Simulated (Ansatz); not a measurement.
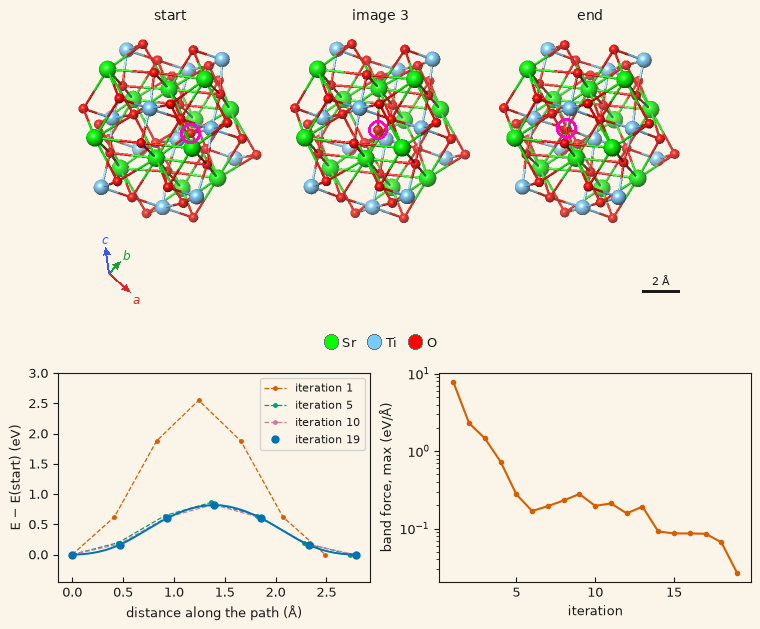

NEB run on a defect cell of composition Sr4Ti4O11 (cell charge +2) (19 atoms in the cell). Images are numbered from 0 (start) to 6 (end). The plot follows the band through its iterations. The picture is a ball-and-stick view of the atoms within 5.4 Å of the middle of the path, seen slightly off an axis. The moving atom is ringed, with any periodic copies. Bonds to atoms that aren't drawn are left out.

All numbers below come from DFT r2SCAN, scalar-relativistic, plane waves, PAW (Ansatz). Set-up: plane-wave cutoff 500 eV; k-point mesh 2 × 2 × 2; Gaussian smearing 0.02 eV; 5 movable images; climbing image.

**How did the profile develop, and is the result final?**

The run is converged, with reservations. The band converged in 19 iterations. The largest component of the band force went from 7.8 to 0.027 eV/Å. The climbing image converged on the top of the path. Its curvatures weren't checked. The first iteration put the highest image at 2.55 eV. The two ends have the same energy, and the highest point, image 3, lies 0.82 eV above the start.

Limits of the set-up: the periodic images lie only 6.8 Å apart, so the values are limited by the cell's size; the cell is charged, on a uniform background, and energies carry no finite-size correction.
